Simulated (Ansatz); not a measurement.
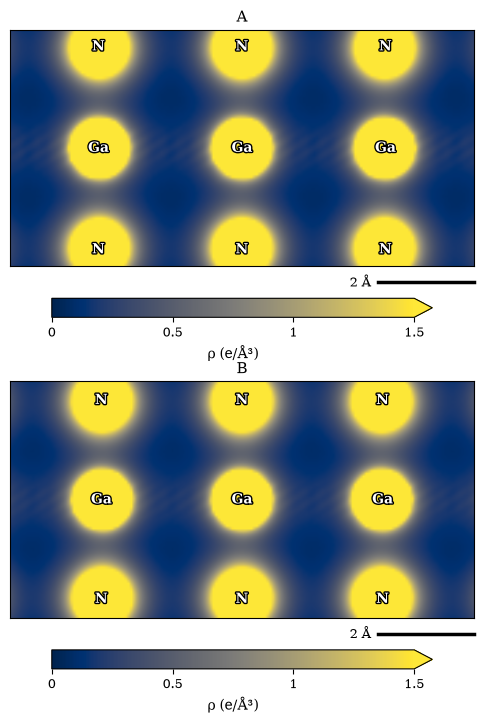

GaN. The valence electron density of two cells that differ in size, on the (101̄) plane of each (indices in the axes of the calculation cell), at one length scale and on one colour scale; one has 8.8 and the other 9.4 Å³ an atom.

Space group Fm-3m; started from the rocksalt prototype, which need not be the ambient phase.

The calculation used Ansatz, DFT, r2SCAN with spin-orbit coupling, plane waves, PAW.

Core electrons are frozen (PAW), and the valence fields are smoothed inside the atomic spheres.

Question: Which panel shows the smaller cell, and what does the compression change?

Answer: Panel B is the smaller cell, by 6 % in volume. From the larger cell to the smaller, Ga–N goes from 2.11 to 2.07 Å, and the density at its midpoint from 0.53 to 0.57 e/Å³; the pressure goes from 0.0 to 17 GPa; the Kohn–Sham gap goes from 1.2 eV to 1.6 eV.
